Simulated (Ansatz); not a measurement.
Input of the run:

```
crystal:
  lattice:
    - [3.2351980828, 0.0, 0.0]
    - [-1.6175990414, 2.801763726, 0.0]
    - [0.0, 0.0, 5.2114015731]
  atoms:
    - { symbol: Zn, position: [0.3333333333, 0.6666666667, 0.4996921305] }
    - { symbol: Zn, position: [0.6666666667, 0.3333333333, -0.0003078695] }
    - { symbol: O, position: [0.6666666667, 0.3333333333, 0.3793178695] }
    - { symbol: O, position: [0.3333333333, 0.6666666667, 0.8793178695] }
basis:
  ecutwfc: 500
kpoints:
  mp_grid: { grid: [12, 12, 6] }
  band_path:
    path:
      - [[0.0, 0.0, 0.0], [0.5, 0.0, 0.0], [0.33333333, 0.33333333, 0.0], [0.0, 0.0, 0.0], [0.0, 0.0, 0.5], [0.5, 0.0, 0.5], [0.33333333, 0.33333333, 0.5], [0.0, 0.0, 0.5]]
      - [[0.5, 0.0, 0.5], [0.5, 0.0, 0.0]]
      - [[0.33333333, 0.33333333, 0.5], [0.33333333, 0.33333333, 0.0]]
    npoints: 14
hamiltonian:
  xc: r2scan
scf:
  occupations: { method: gaussian, width: 0.02 }
  n_extra_bands: 10
output:
  forces: true
  stress: true
  eigenvalues: true
  populations: true
  dos: { projected: true, de: 0.02, nscf_kmesh: { grid: [18, 18, 9] } }
  bader: true
  write_density: true
  write_potential: true
  elf: true
  volumetric_format: npy
```

Command:
```bash
ansatz run input.yaml --threads 1 --pin off --max-ram 2560MiB --backend cpu --events-out ev --progress --plain --runs-dir out
```

Predict the main features of the band structure. The path is Γ–M–K–Γ–A–L–H–A|L–M|H–K.

A semiconductor. The gap along this path is 1.24 eV and direct: both edges lie at Γ. Two bands meet at the valence-band top at Γ: it is doubly degenerate (spin aside). The next level lies only 0.10 eV lower.

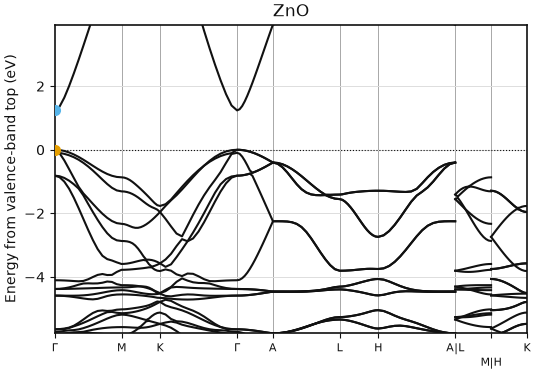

Band structure. Energies are counted from the top of the valence band.
